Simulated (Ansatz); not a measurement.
**Single-point calculation of ZrS**

System: ZrS (Fm-3m, 2 atoms in the cell).
Method: DFT LDA, scalar-relativistic, plane waves, PAW, no spin polarisation (Ansatz 0.2.0).

The structure derives from an entry of the Crystallography Open Database.

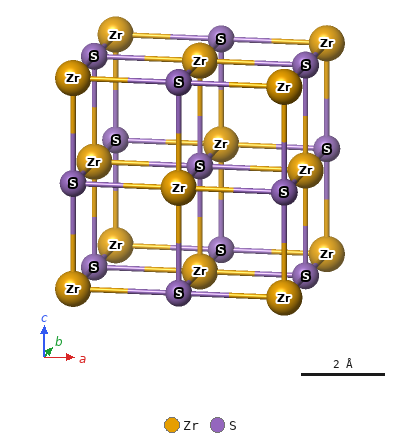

The structure as given in the input (ball-and-stick view of the cell 4 times as large as that of the calculation, set on its symmetry axes, seen slightly off an axis). An atom can appear more than once, as a periodic image.

Results in brief:

```tsv
quantity	value
outcome	converged
space group (tolerance 0.01 Å)	Fm-3m (225)
electrons treated	18
free energy	−4950.0798 eV
Fermi energy	14.412 eV
gap on the k-point mesh	none (metallic)
pressure	−8.76 GPa
largest force (length of the vector)	under 0.001 eV/Å
hardware	2 threads of Intel Xeon @ 2.50GHz (Skylake/Cascade Lake), 189 GiB of memory available, shared host
wall time	1.3 s (CPU time 2 s)
peak memory	0.31 GiB
```

Notes:

The cell is under a tension of 8.8 GPa at this level, so it is not at its equilibrium volume.

The input:
```yaml
crystal:
  lattice:
    - [0.0, 2.625, 2.625]
    - [2.625, 0.0, 2.625]
    - [2.625, 2.625, 0.0]
  atoms:
    - { symbol: Zr, position: [0.0, 0.0, 0.0] }
    - { symbol: S, position: [0.5, 0.5, 0.5] }
basis:
  ecutwfc: 420
kpoints:
  mp_grid: { grid: [6, 6, 6] }
hamiltonian:
  xc: lda
scf:
  occupations: { method: gaussian, width: 0.1 }
output:
  forces: true
  stress: true
  eigenvalues: true
```

Launched with:
```bash
ansatz run input.yaml --threads 2 --pin off --max-ram 6144MiB --backend cpu --events-out ev --progress --plain --runs-dir out
```

The program's output:
```
Engine: ansatz 0.2.0, x86_64-unknown-linux-gnu
Pseudopotentials: kind: paw
Pseudopotential: Zr, paw, valence charge 12, recommended cutoff 420 eV (normal), Zr.paw.azcp
Pseudopotential: S, paw, valence charge 6, recommended cutoff 420 eV (normal), S.paw.azcp
Functional definition: SPW92
  exchange = slater_x
  correlation = pw_c
Crystal: 2 atoms, lattice volume = 36.176 Å³
Basis set: ecut = 420 eV, 725 PW (Γ)
Bands: 13, of which v1, the nominal top of the filled ones, is band 9 counted from 1 (8 counted from 0)
Symmetry: 48 space group operations
Space group: Fm-3m (ITA 225), of the structure as read, at distance tolerance 3.3e-5 Å
k-points: 16 of 216
Non-local potential: Zr, projectors of the file, l = 0: 3, l = 1: 2, l = 2: 2, l = 3: 2
Non-local potential: S, projectors of the file, l = 0: 2, l = 1: 2, l = 2: 2
PAW form: soft (Blöchl's): semilocal exchange-correlation on the pseudo side does not see the compensation charge
PAW frozen core: Zr, regenerated for the run's functional, and the local potential with it (the file was generated under x = pbe(κ = 0.804, μ = 0.2195149727645171), c = pbe(β = 0.06672455060314922))
PAW frozen core: S, regenerated for the run's functional, and the local potential with it (the file was generated under x = pbe(κ = 0.804, μ = 0.2195149727645171), c = pbe(β = 0.06672455060314922))
PAW one-centre angular grid: Zr, 590 points (default); XC on 64 Gauss nodes
PAW one-centre angular grid: S, 110 points (default); XC on 64 Gauss nodes
Initial density: superposition of atomic densities (neutral atoms: chi_scale 0, normalization atom), corrected by the library's trained network
Initial wavefunctions: pseudopotential atomic-orbital guess
Functional: x = slater, c = lda
SCF iter   1: F=—  HF=-4950.082784 eV  |F-HF|=—  |Δ(HF+E_count)|=         —  Δρ=5.45e-3  dr2=4.06e-3  ethr=1.77e-3  ⟨swp⟩=5.2  Hψ=2622  notcnv=0
automatic band count: the SCF goes on with 17 bands, as 13 were too few: the levels above may hold too much charge
preconditioner: auto → Kerker (q_TF=auto, 2.429 Å⁻¹)  [metal: Δε(μ)=0.045 eV  Ē_g=11.412 eV  σ=0.100 eV  W_gap=0.25  n_scr=14 (ndim 8)  ℏωp=19.5 eV  f_vac=0.000  D(μ)=2.68/eV (n_scr^D=26)]
SCF iter   2: F=—  HF=-4950.080299 eV  |F-HF|=—  |Δ(HF+E_count)|=   2.49e-3  Δρ=3.23e-3  dr2=1.77e-3  ethr=2.26e-5  ⟨swp⟩=1.4  Hψ=416  notcnv=0
SCF iter   3: F=—  HF=-4950.079826 eV  |F-HF|=—  |Δ(HF+E_count)|=   4.72e-4  Δρ=4.06e-4  dr2=4.03e-5  ethr=9.85e-6  ⟨swp⟩=1.3  Hψ=256  notcnv=0
SCF iter   4: F=—  HF=-4950.079815 eV  |F-HF|=—  |Δ(HF+E_count)|=   1.15e-5  Δρ=1.84e-4  dr2=6.25e-6  ethr=2.24e-7  ⟨swp⟩=2.2  Hψ=375  notcnv=0
SCF iter   5: F=—  HF=-4950.079814 eV  |F-HF|=—  |Δ(HF+E_count)|=   5.91e-7  Δρ=2.65e-5  dr2=2.88e-7  ethr=3.47e-8  ⟨swp⟩=2.1  Hψ=366  notcnv=0
SCF iter   6: F=-4950.079814 eV  HF=-4950.079814 eV  |F-HF|=1.96e-8  |Δ(HF+E_count)|=   7.32e-8  Δρ=8.09e-6  dr2=3.08e-8  ethr=5.56e-10  ⟨swp⟩=6.9  Hψ=1225  notcnv=0
SCF 1 converged in 6 iterations: F = -4950.079814 eV  dr2 = 3.08e-8
  greatest PAW one-centre occupation: 0.997 electrons in one spin orbital (limit 2), on the Zr atom at site 0 (counted from 0), in its partial waves of l = 0
SCF converged after 6 iterations
Free energy (F): -4950.079814 eV
Harris-Foulkes:  -4950.079814 eV  (|F-HF|=1.96e-8)
Internal energy: -4950.066300 eV  (E = F + TS)
E sigma→0 (E₀):  -4950.073057 eV
Entropy (-TS):   -0.013514 eV (-6.757 meV/atom)
Fermi energy:    14.411765 eV
--- Per-component energies (eV) ---
  E_band       = -76.370524
  E_kinetic    = 444.787752
  E_local      = -704.892474  (includes V_loc(G=0)·N_el)
  E_nonlocal   = 112.885700
  E_hartree    = 220.525539
  E_xc         = -258.846043
  E_vxc        = -281.164545  (∫ρ·V_xc dr)
  E_paw        = -3418.070931  (= ΣΔE_a)
  E_vpaw       = -89.040190  (= ΣTr[D̂ρ^β])
  E_aug_tail   = 0.000025  (compensation charges beyond the density's cutoff)
  E_ewald      = -1346.979466
  E_core_change = 0.523598  (= ΣΔE_core)
  E_smearing   = -0.013514  (= −TS)
  E_closure    = 0.000000  (closes the sum)
  Σ components = -4950.079814   (vs F -4950.079814, Δ=0.00e0)
--- Forces (eV/Å), atoms counted from 1 ---
  atom   1  Zr    -0.00000000     0.00000000    -0.00000000
  atom   2  S      0.00000000     0.00000000    -0.00000000
  max |Σ_I F_I| component: 2.37e-30 eV/Å
--- Stress (GPa, compression-positive) ---
       -8.764497      -0.000000       0.000000
       -0.000000      -8.764497       0.000000
       -0.000000       0.000000      -8.764497
  P = ⅓ Tr σ = -8.7645 GPa (-87.645 kbar)
--- Band table (eV; the first three rows and the last of 16) ---
  k-point 0: bands = ["-35.5516", "-13.5589", "-13.5589", "-13.5589", "-1.4287", "10.8522", "10.8522", "10.8522", "12.9522", "12.9522", "12.9522", "13.6130", "13.6130", "16.1177", "21.5452", "26.5058", "26.5058"]
  k-point 1: bands = ["-35.5450", "-13.6489", "-13.5666", "-13.5666", "-1.0905", "9.2644", "9.8519", "9.8519", "13.4660", "13.4843", "13.4843", "15.1478", "15.1478", "17.4963", "22.4081", "25.0095", "25.1532"]
  k-point 2: bands = ["-35.5319", "-13.8223", "-13.5820", "-13.5820", "-0.3246", "7.2276", "8.7777", "8.7777", "14.3813", "14.7533", "14.7533", "17.8144", "17.8144", "18.3320", "22.2289", "22.2289", "22.5845"]
  k-point 15: bands = ["-35.5170", "-13.7907", "-13.7087", "-13.6796", "-0.3518", "8.2498", "8.5915", "8.8432", "12.9229", "15.6280", "15.7776", "16.6575", "16.8213", "19.7458", "22.0149", "23.4290", "24.7973"]
```

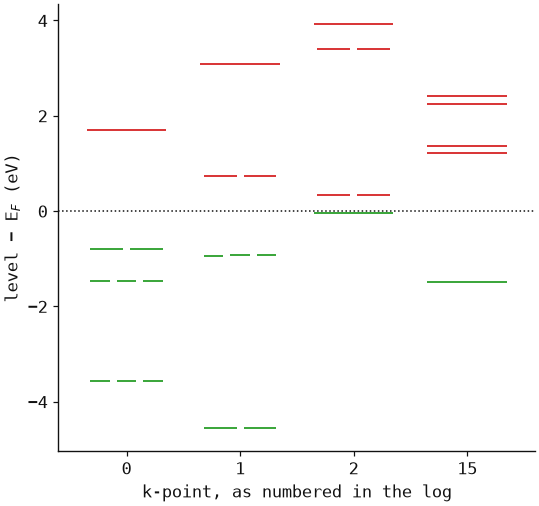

Kohn–Sham levels near the Fermi level (dotted) at the few k-points that the log prints; levels within 0.02 eV of each other stand side by side. The system is metallic on the full mesh.
